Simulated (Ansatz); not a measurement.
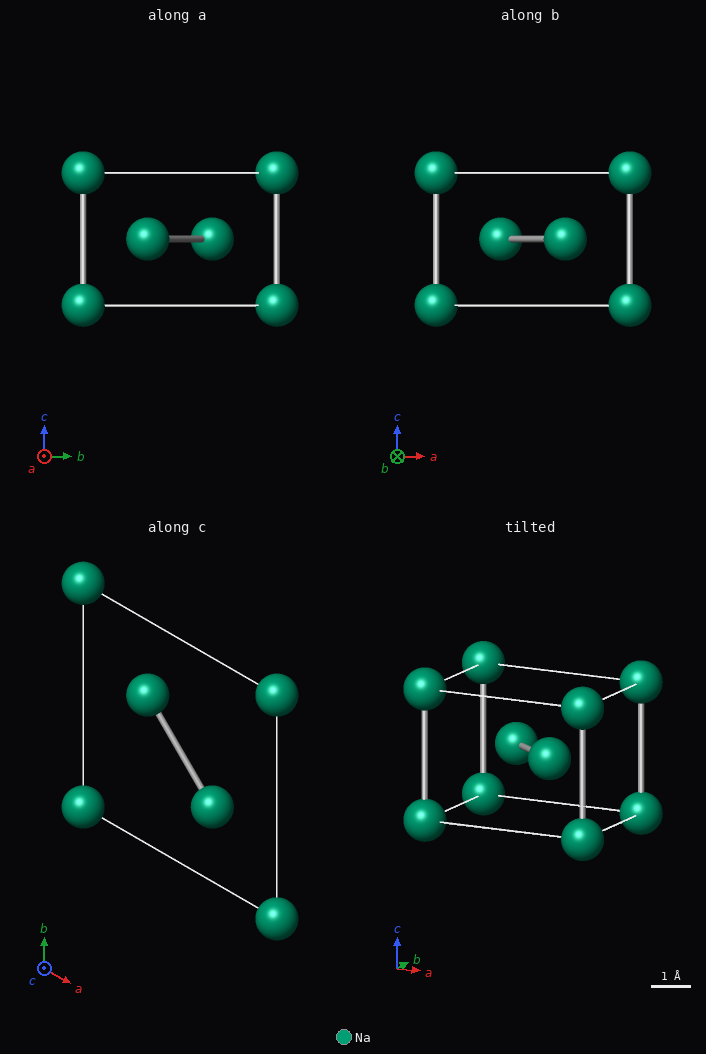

The image is a ball-and-stick drawing of a crystal, viewed along the a axis, along the b axis, along the c axis and slightly off an axis. Thin lines show the conventional unit cell, with boundary atoms drawn in all their periodic places.

Lattice parameters: a = 5.7370 Å, b = 5.7370 Å, c = 3.3924 Å, α = 90.000°, β = 90.000°, γ = 120.000°.

Record the structure as a CIF in P1 with every atom of the cell.

```cif
data_structure
_symmetry_space_group_name_H-M 'P 1'
_symmetry_Int_Tables_number 1
_cell_length_a 5.7370
_cell_length_b 5.7370
_cell_length_c 3.3924
_cell_angle_alpha 90.000
_cell_angle_beta 90.000
_cell_angle_gamma 120.000
_cell_volume 96.69
loop_
_atom_site_label
_atom_site_type_symbol
_atom_site_fract_x
_atom_site_fract_y
_atom_site_fract_z
_atom_site_occupancy
Na1 Na 0.0000 0.0000 0.0000 1
Na2 Na 0.3333 0.6667 0.5000 1
Na3 Na 0.6667 0.3333 0.5000 1
```

The model was built from a structure type filled with this element by a generator (whether the element takes this form wasn't checked). Earlier steps of the study may have refined or changed the cell and positions. Ansatz was used for an electronic-structure calculation on it.
